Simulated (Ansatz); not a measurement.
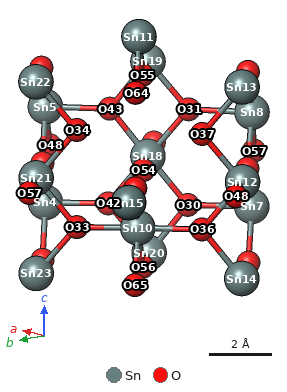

A defect cell of composition Sn₂₃O₄₈, before the relaxation. Style: ball-and-stick. Shown: the atoms within 5.0 Å of the atom that moves most (axes of the cell of the calculation), from a free direction.

Method: Ansatz, DFT, PBEsol, PAW, plane waves.

Set-up: plane-wave cutoff 420 eV; k-point mesh 1 × 1 × 1; mesh shifted by (0.25, 0.25, 0.25); no spin polarisation; atoms relaxed in a fixed cell; force threshold 0.03 eV/Å; at most 80 steps.

```
CELL_PARAMETERS angstrom
9.53809 0.00000 0.00000
0.00000 9.53809 0.00000
0.00000 0.00000 9.63630
ATOMIC_POSITIONS crystal
Sn 0.00283 0.99982 0.00019
Sn 0.99797 0.00075 0.33118
Sn 0.00047 0.99804 0.66714
Sn 0.00197 0.50062 0.99904
Sn 0.00164 0.50116 0.33287
Sn 0.00467 0.49826 0.67041
Sn 0.49823 0.99978 0.00131
Sn 0.49475 0.00181 0.33013
Sn 0.50296 0.99926 0.66170
Sn 0.50400 0.50220 0.99968
Sn 0.50112 0.49917 0.66542
Sn 0.24636 0.24941 0.16800
Sn 0.25171 0.24702 0.49748
Sn 0.24950 0.25027 0.83123
Sn 0.25006 0.75287 0.16992
Sn 0.25027 0.75289 0.49725
Sn 0.24829 0.75077 0.83275
Sn 0.74818 0.25482 0.16859
Sn 0.75343 0.25027 0.49733
Sn 0.74929 0.24874 0.83170
Sn 0.74902 0.75133 0.16661
Sn 0.74991 0.75140 0.50113
Sn 0.74858 0.75128 0.83381
O 0.15436 0.15323 0.00045
O 0.15122 0.15148 0.33509
O 0.15388 0.15633 0.66423
O 0.15083 0.65370 0.00063
O 0.15043 0.65387 0.33238
O 0.15192 0.65362 0.66467
O 0.65498 0.15488 0.00127
O 0.65040 0.15493 0.33499
O 0.65338 0.14790 0.66485
O 0.64936 0.65319 0.99838
O 0.64877 0.65320 0.33682
O 0.65294 0.65419 0.66795
O 0.34610 0.34727 0.99913
O 0.34594 0.34689 0.33165
O 0.34317 0.34900 0.66488
O 0.34448 0.84416 0.99789
O 0.34732 0.84213 0.33443
O 0.34853 0.84572 0.66640
O 0.84933 0.34795 0.00038
O 0.84338 0.34532 0.33085
O 0.84967 0.34682 0.66698
O 0.84455 0.84671 0.99986
O 0.84873 0.84796 0.33351
O 0.84847 0.84859 0.66671
O 0.09591 0.40380 0.16721
O 0.09484 0.40145 0.50267
O 0.09803 0.40651 0.83550
O 0.09413 0.90416 0.16716
O 0.09749 0.90015 0.49984
O 0.09810 0.90669 0.83257
O 0.59648 0.40131 0.16914
O 0.59696 0.40487 0.50086
O 0.59574 0.40427 0.83296
O 0.59942 0.90605 0.16357
O 0.59725 0.90086 0.50053
O 0.59623 0.90175 0.83667
O 0.40413 0.09699 0.16380
O 0.40449 0.09445 0.50031
O 0.40397 0.09283 0.83588
O 0.40308 0.59650 0.16907
O 0.40257 0.59619 0.50172
O 0.40328 0.59822 0.83232
O 0.90638 0.09746 0.16529
O 0.90452 0.09659 0.50145
O 0.90498 0.09800 0.83416
O 0.89974 0.59864 0.16865
O 0.90451 0.59932 0.50035
O 0.90180 0.59649 0.83121
```

**Predict the outcome.**

The energy falls by 0.997 eV per cell of the calculation in 4 geometry steps. Largest force component: 1.7 eV/Å at the start, 0.02 eV/Å at the end. The largest moves, 0.15 Å, are those of O54 and O63. O54 goes along [2 0 −3]. Largest moves by element: O 0.15 Å, Sn 0.06 Å. The lattice vectors keep their values. Near-neighbour distances that change, for instance: Sn19–O55 2.098 → 2.004 Å, Sn10–O63 2.098 → 2.007 Å, Sn10–O54 2.091 → 2.007 Å, Sn15–O63 2.087 → 2.003 Å. Among the angles between lasting bonds that change: O54–Sn10–O63 77.5° → 85.8°, Sn10–O54–Sn18 128.4° → 135.8°, Sn10–O63–Sn15 129.1° → 136.1°. Cost: 7.9 s on 1 × NVIDIA GB300 Max-Q with 8 threads of Arm Neoverse-V2, peak memory 1.9 GiB.

The end point in the same view:

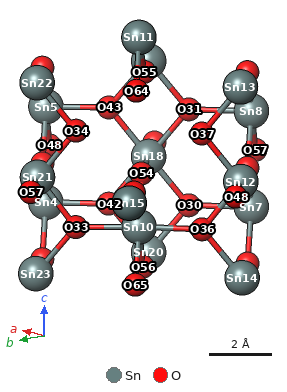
